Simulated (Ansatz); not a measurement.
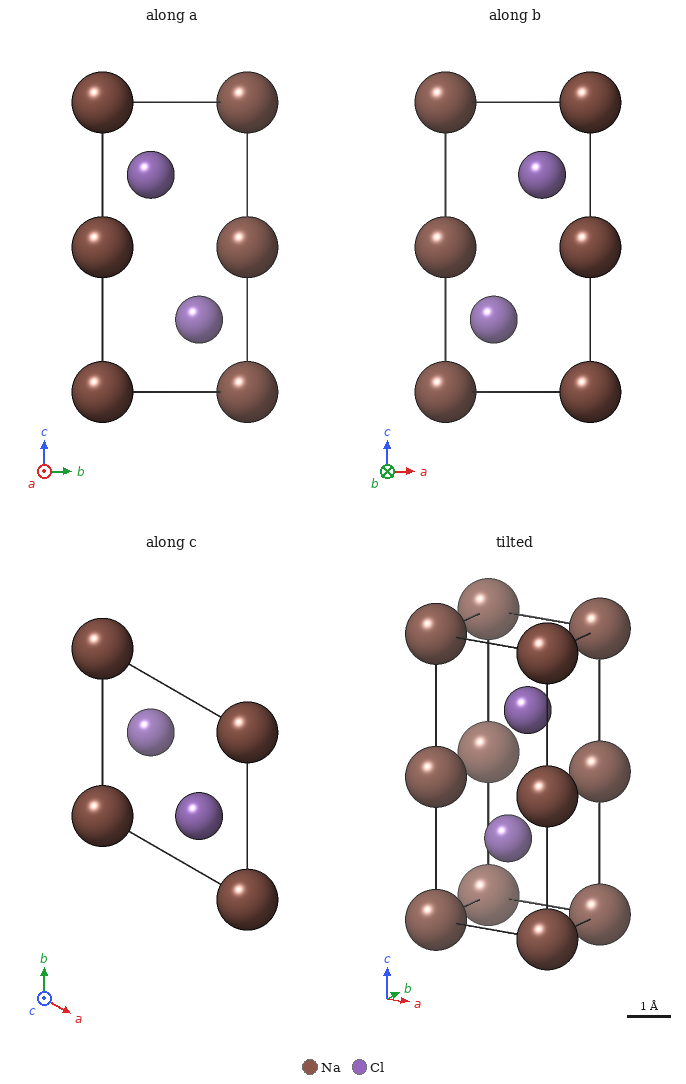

A spheres-only picture of a crystal structure, seen along the a axis, along the b axis, along the c axis and slightly off an axis. The wireframe shows the conventional unit cell.

Lattice parameters: a = 3.892 Å, b = 3.892 Å, c = 6.737 Å, α = 90.00°, β = 90.00°, γ = 120.00°. Put a along x and b in the xy plane.

Express the structure as a POSCAR file.

```
Na Cl
1.0
     3.892    0.000    0.000
    -1.946    3.371    0.000
     0.000    0.000    6.737
Na Cl
2 2
Direct
  0.0000 0.0000 0.0000
  0.0000 0.0000 0.5000
  0.3333 0.6667 0.2500
  0.6667 0.3333 0.7500
```

The structure comes from a structure type filled with these elements by a generator (whether the compound takes this form wasn't checked). Earlier steps of the study may have refined or changed the cell and positions. A calculation with Ansatz used it as input.
